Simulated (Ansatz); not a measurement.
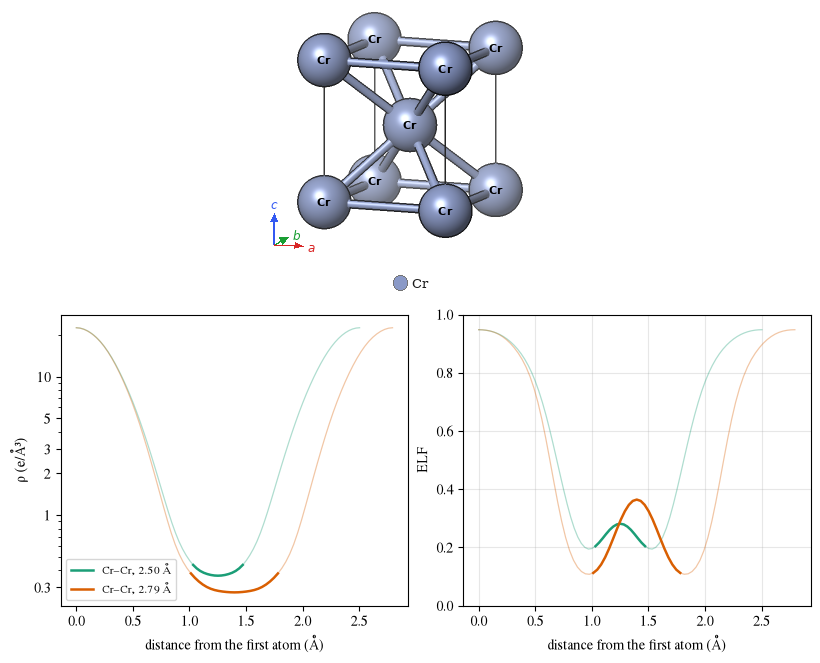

The picture shows: Cr. Valence charge density (pseudo) and electron localisation function along straight lines between neighbouring atoms. Thin, pale parts lie inside the atomic spheres. The structure is drawn too.

Space group I4/mmm; computed pressure about −16 GPa in this cell; computed without spin polarisation.

Level of theory: DFT PBEsol, scalar-relativistic, plane waves, PAW in Ansatz.

In a PAW calculation such maps are meaningful between the atoms, not at the nuclei.

```
CELL_PARAMETERS angstrom
2.79372 0.00000 0.00000
0.00000 2.79372 0.00000
0.00000 0.00000 3.07309
ATOMIC_POSITIONS crystal
Cr 0.00000 0.00000 0.00000
Cr 0.50000 0.50000 0.50000
```

> Compare the contacts.

Cr–Cr (2.50 Å): the density is about 0.36 e/Å³ at the midpoint; the ELF is about 0.30 at the midpoint (no shared electron pair shows on this line).
Cr–Cr (2.79 Å): the density is about 0.28 e/Å³ at the midpoint; the ELF is about 0.35 at the midpoint.
